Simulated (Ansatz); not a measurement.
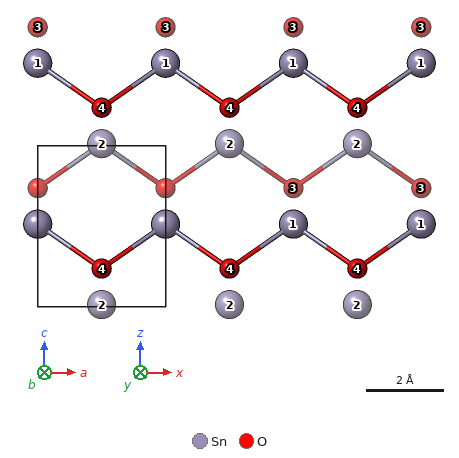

Energy scan for a crystal of SnO (Pmn2_1), in which the ratio of the cell's length along z to its lengths across, counted as 1 for the reference, is changed at fixed volume (a c/a path), with the atoms kept at their fractional coordinates. x, y and z are the Cartesian axes of the input. The picture shows the reference cell. The picture is a ball-and-stick view of the cell of the calculation, repeated 3 × 1 × 2 with one cell outlined, seen along the b axis.

The calculation used DFT PBEsol+D3(BJ), scalar-relativistic, plane waves, PAW in Ansatz. (plane-wave cutoff 420 eV; k-point mesh 10 × 6 × 8; occupations gaussian; smearing width 0.05 eV; no spin polarisation). Energies (free energies at the smearing named) are counted from the cell as listed in its source, which wasn't relaxed.

```
Sn O
1.0
     3.35500    0.00000    0.00000
     0.00000    5.67410    0.00000
     0.00000    0.00000    4.22197
Sn O
2 2
Direct
  0.00000 0.23191 0.51314
  0.50000 0.76809 0.01314
  0.00000 0.89125 0.73686
  0.50000 0.10875 0.23686
```

Predict the energy profile (the relative ratio: 0.80, 0.85, 0.92, 0.96, 1.00, 1.05, 1.10, 1.20, 1.30).

Answer.
| axial ratio over its reference value | ΔE (meV/atom) |
| --- | --- |
| 0.80 | 62.7 |
| 0.85 | 34.6 |
| 0.92 | 11.2 |
| 0.96 | 3.8 |
| 1.00 | 0.0 |
| 1.05 | −0.3 |
| 1.10 | 4.0 |
| 1.20 | 25.5 |
| 1.30 | 63.3 |

Of the computed points the lowest is at the relative ratio 1.05, −0.3 meV/atom. The end points stand at 62.7 meV/atom (0.80) and 63.3 meV/atom (1.30). The unrelaxed reference is under a pressure of −4.6 GPa. The distortion keeps the space group Pmn2_1. At the relative ratio 1.30 the cell of the drawing goes a 3.355 → 3.074 Å, b 5.674 → 5.199 Å, c 4.222 → 5.029 Å.

The computed profile:

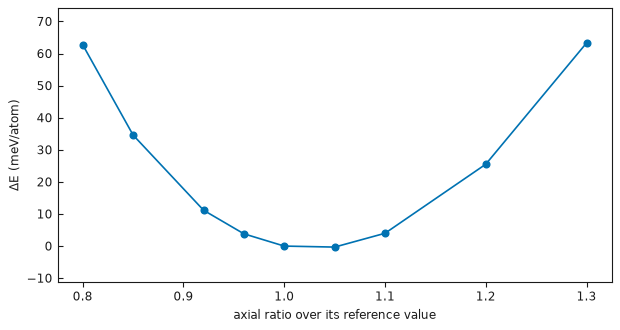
